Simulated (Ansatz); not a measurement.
# Band-structure calculation, with input and output: F (part 2 of 2)

F (C2/m, 4 atoms in the cell); DFT, r2SCAN0, plane waves, PAW, no spin polarisation (Ansatz 0.2.0); cutoff 500 eV, 6×6×4 k-mesh, fixed occupations. The structure derives from a Materials Project entry. The geometry comes from this level: r2scan-rvv10.

Geometry of the input (Å; fractional positions):
```
2.5993  -1.4921  -0.0047
2.5993  1.4921  -0.0047
-2.0735  0.0000  6.7859
F  0.5055  0.5055  0.4027
F  0.0850  0.0850  0.0970
F  0.4945  0.4945  0.5973
F  0.9150  0.9150  0.9030
```

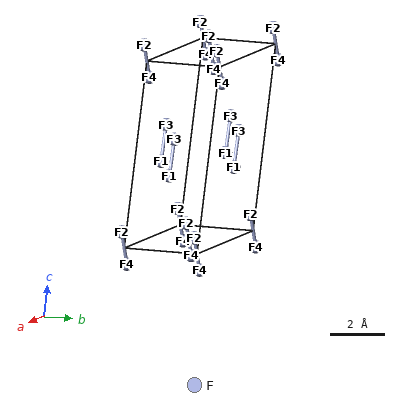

The structure (ball-and-stick view of the cell 2 times as large as that of the calculation, set on its symmetry axes, seen slightly off an axis; atoms are numbered from 1 in the order of the input).

### File bands.tsv
```
# k_distance	band_0	band_1	band_2	band_3	band_4	band_5	band_6	band_7	band_8	band_9	band_10	band_11	band_12	band_13	band_14	band_15	band_16	band_17	band_18
# fermi_ev = -5.041739
# lock_threshold_ev = 1e-6
# [0, 0, 0] at k_distance = 0.000000
# [-0.3401663309, 0.3401663309, 0] at k_distance = 1.432445
# [-0.6598336691, -0.3401663309, 0] at k_distance = 2.907419
# [-0.5, -0.5, 0] at k_distance = 3.580480
# [-0.5, -0.5, 0.5] at k_distance = 4.043696
# [-0.6792524784, -0.3207475216, 0.5] at k_distance = 4.798530
# [-0.3207475216, 0.3207475216, 0.5] at k_distance = 6.196353
# [0, 0, 0.5] at k_distance = 7.547025
# [-0.5, 0, 0.5] at k_distance = 8.775035
# levels_relative_to = fermi_ev
# free_energy_ev = -3225.397817
# largest_residual_norms_ev = 3.087e-4 3.103e-4 3.340e-4 2.890e-4 5.852e-4 6.301e-4 1.237e-3 9.036e-4 2.019e-3 1.620e-3 1.505e-3 1.644e-3 1.702e-3 1.680e-3 8.544e-4 7.960e-4 1.292e-3 2.049e-3 1.613e-3
0.000000	-27.601339	-27.411737	-20.853229	-20.317610	-6.249126	-4.995282	-3.616646	-3.614518	-3.541946	-3.512479	-0.420482	-0.237950	-0.195236	-0.057857	7.248146	8.910330	13.744407	16.038564	17.680891
1.432445	-27.310293	-27.248045	-20.503258	-20.413459	-5.697007	-5.496546	-4.614211	-4.560783	-4.484969	-4.323971	-0.794418	-0.612237	-0.443660	-0.414781	8.150000	8.333168	19.334405	19.821556	21.023706
2.907419	-27.310293	-27.248045	-20.503258	-20.413459	-5.697007	-5.496546	-4.614211	-4.560783	-4.484969	-4.323971	-0.794418	-0.612237	-0.443660	-0.414781	8.150000	8.333168	19.334405	19.821556	21.023706
3.580480	-27.321913	-27.266190	-20.522430	-20.481257	-5.677533	-5.580585	-5.004494	-4.835598	-4.027110	-3.739226	-0.776011	-0.523944	-0.417006	0.000000	8.087263	8.261483	18.620728	19.424181	19.527565
4.043696	-27.321331	-27.266831	-20.512419	-20.490834	-5.800193	-5.785705	-4.693388	-4.690411	-3.907033	-3.874400	-0.769524	-0.711818	-0.213826	-0.188703	8.200023	8.211581	18.667277	18.961676	20.679528
4.798530	-27.308439	-27.254349	-20.465763	-20.441595	-5.643206	-5.606757	-4.700680	-4.559013	-4.328156	-4.259954	-0.880922	-0.669259	-0.536633	-0.301296	8.237741	8.274478	19.449614	19.597200	21.348462
6.196353	-27.308439	-27.254349	-20.465763	-20.441595	-5.643206	-5.606757	-4.700680	-4.559013	-4.328156	-4.259954	-0.880922	-0.669259	-0.536633	-0.301296	8.237741	8.274478	19.449614	19.597200	21.348462
7.547025	-27.534523	-27.483258	-20.601465	-20.573511	-5.674162	-5.650030	-3.582984	-3.557567	-3.545752	-3.530625	-0.358397	-0.334294	-0.134923	-0.116512	8.025337	8.053599	14.722789	14.748643	19.831354
8.775035	-27.359009	-27.262174	-20.573679	-20.337914	-5.809287	-5.286953	-5.092575	-4.796697	-3.931858	-3.698655	-1.033914	-0.647145	-0.482623	-0.179824	7.929855	8.557292	19.064963	19.139682	19.784341
```

### File rho_z.tsv
```
# z_ang	rho[e/angstrom^3]
# format = ansatz-planar-average/11
# lattice	2.599345334	-1.492084344	-0.004700190
# lattice	2.599345334	1.492084344	-0.004700190
# lattice	-2.073487422	0.000000000	6.785893633
# sites	4
# site	9	1.793152141	0.000000000	2.727649623
# site	9	0.240536582	0.000000000	0.657719472
# site	9	1.332051106	0.000000000	4.048843630
# site	9	2.884666665	0.000000000	6.118773780
0.000000	2.920949e-1
0.131400	3.361217e-1
0.262800	4.720873e-1
0.394201	6.988409e-1
0.525601	9.825126e-1
0.657001	1.185198e0
0.788401	1.139150e0
0.919801	8.791027e-1
1.051202	5.813729e-1
1.182602	3.471433e-1
1.314002	1.947741e-1
1.445402	1.096054e-1
1.576803	6.601323e-2
1.708203	4.799887e-2
1.839603	4.810801e-2
1.971003	6.640221e-2
2.102403	1.104429e-1
2.233804	1.964180e-1
2.365204	3.499627e-1
2.496604	5.854405e-1
2.628004	8.841896e-1
2.759404	1.143156e0
2.890805	1.184766e0
3.022205	9.778399e-1
3.153605	6.932088e-1
3.285005	4.674126e-1
3.416406	3.325403e-1
3.547806	2.889923e-1
3.679206	3.325403e-1
3.810606	4.674126e-1
3.942006	6.932088e-1
4.073407	9.778399e-1
4.204807	1.184766e0
4.336207	1.143156e0
4.467607	8.841896e-1
4.599007	5.854405e-1
4.730408	3.499627e-1
4.861808	1.964180e-1
4.993208	1.104429e-1
5.124608	6.640221e-2
5.256009	4.810801e-2
5.387409	4.799887e-2
5.518809	6.601323e-2
5.650209	1.096054e-1
5.781609	1.947741e-1
5.913010	3.471433e-1
6.044410	5.813729e-1
6.175810	8.791027e-1
6.307210	1.139150e0
6.438610	1.185198e0
6.570011	9.825126e-1
6.701411	6.988409e-1
6.832811	4.720873e-1
6.964211	3.361217e-1
```

### File v_z.tsv
```
# z_ang	v_es[eV]	v_tot[eV]
# format = ansatz-planar-average/11
# xc	r2scan0
# density_cutoff_ev	2000
# datasets	F=:simpson_from_first_knot:soft:fock:shift=0
# lattice	2.599345334	-1.492084344	-0.004700190
# lattice	2.599345334	1.492084344	-0.004700190
# lattice	-2.073487422	0.000000000	6.785893633
# sites	4
# site	9	1.793152141	0.000000000	2.727649623
# site	9	0.240536582	0.000000000	0.657719472
# site	9	1.332051106	0.000000000	4.048843630
# site	9	2.884666665	0.000000000	6.118773780
0.000000	3.085724e0	-3.387668e0
0.131400	2.128825e0	-4.644591e0
0.262800	4.769859e-1	-6.873257e0
0.394201	-8.171260e-1	-8.723702e0
0.525601	-1.526573e0	-9.863996e0
0.657001	-1.595710e0	-1.012381e1
0.788401	-1.263449e0	-9.749934e0
0.919801	-5.038346e-1	-8.655806e0
1.051202	8.090963e-1	-6.697126e0
1.182602	2.516354e0	-4.160971e0
1.314002	4.352184e0	-1.427033e0
1.445402	5.560128e0	6.657596e-1
1.576803	5.836872e0	1.563860e0
1.708203	5.934258e0	1.905013e0
1.839603	5.931444e0	1.910365e0
1.971003	5.831978e0	1.566535e0
2.102403	5.543754e0	6.485813e-1
2.233804	4.317525e0	-1.470983e0
2.365204	2.478272e0	-4.218863e0
2.496604	7.754863e-1	-6.746310e0
2.628004	-5.285200e-1	-8.689060e0
2.759404	-1.279659e0	-9.768190e0
2.890805	-1.609107e0	-1.013115e1
3.022205	-1.537552e0	-9.861425e0
3.153605	-8.220409e-1	-8.705520e0
3.285005	4.765023e-1	-6.844065e0
3.416406	2.131395e0	-4.611718e0
3.547806	3.093734e0	-3.350544e0
3.679206	2.131395e0	-4.611718e0
3.810606	4.765023e-1	-6.844065e0
3.942006	-8.220409e-1	-8.705520e0
4.073407	-1.537552e0	-9.861425e0
4.204807	-1.609107e0	-1.013115e1
4.336207	-1.279659e0	-9.768190e0
4.467607	-5.285200e-1	-8.689060e0
4.599007	7.754863e-1	-6.746310e0
4.730408	2.478272e0	-4.218863e0
4.861808	4.317525e0	-1.470983e0
4.993208	5.543754e0	6.485813e-1
5.124608	5.831978e0	1.566535e0
5.256009	5.931444e0	1.910365e0
5.387409	5.934258e0	1.905013e0
5.518809	5.836872e0	1.563860e0
5.650209	5.560128e0	6.657596e-1
5.781609	4.352184e0	-1.427033e0
5.913010	2.516354e0	-4.160971e0
6.044410	8.090963e-1	-6.697126e0
6.175810	-5.038346e-1	-8.655806e0
6.307210	-1.263449e0	-9.749934e0
6.438610	-1.595710e0	-1.012381e1
6.570011	-1.526573e0	-9.863996e0
6.701411	-8.171260e-1	-8.723702e0
6.832811	4.769859e-1	-6.873257e0
6.964211	2.128825e0	-4.644591e0
```

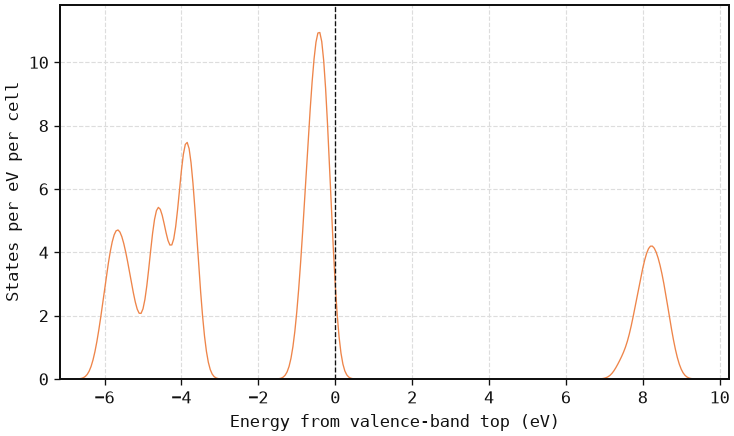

Density of states (the curve is built from the levels of the k mesh with Gaussians 0.4 eV wide, which also blur the band edges), with energies from the valence-band top. There is a gap of 7.25 eV on the k-point mesh. Small ripples come from the finite k-point mesh.

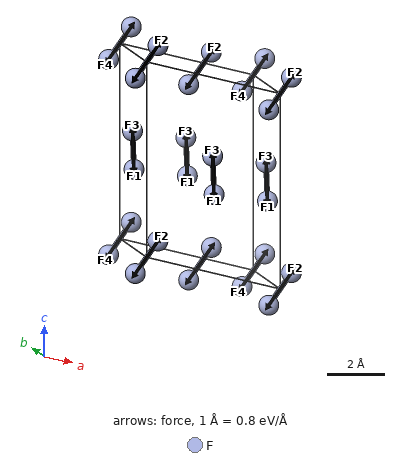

Forces on the atoms as black arrows (ball-and-stick view of the cell 2 times as large as that of the calculation, set on its symmetry axes, seen slightly off an axis; atoms are numbered from 1 in the order of the input). The largest act on F2, F4 (1.31 eV/Å); F1, F3 (1.28 eV/Å). The geometry is not a stationary point of this energy.

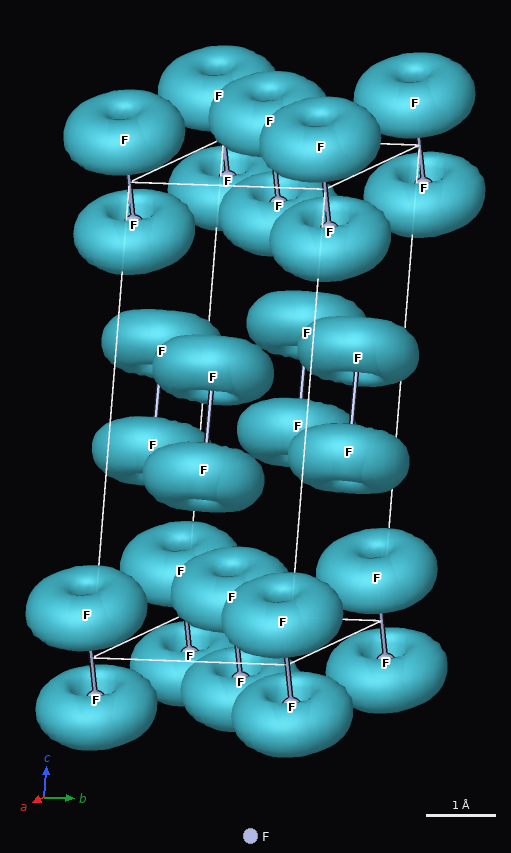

Isosurface of the ELF at 0.75 (cyan), seen slightly off an axis. Only the valence region is drawn (cores and ρ < 0.01 e/Å³ removed). Sticks mark near contacts. The outline is the cell set on symmetry axes. Profiles from the grid: F–F (1.40 Å): the ELF peaks at about 0.65 between the atoms. Core electrons are frozen (PAW), so the fields are smoothed inside the atomic spheres.

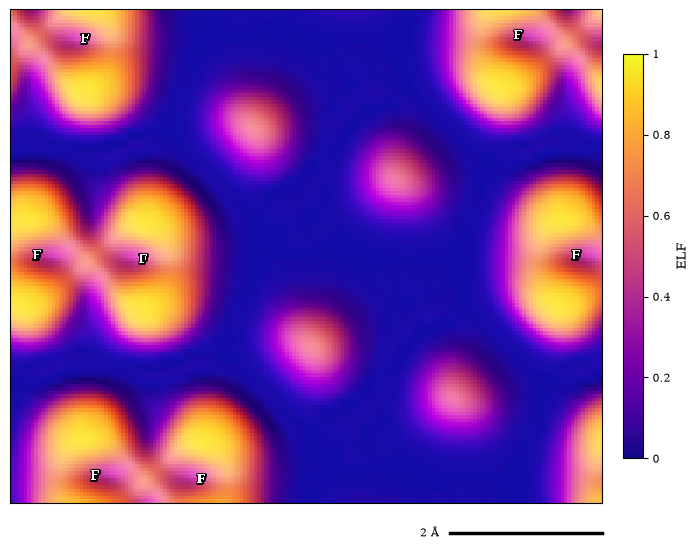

Electron localisation function on the (110) plane of the conventional cell. The section cuts through F sites. F–F (1.40 Å): the ELF peaks at about 0.65 between the atoms.
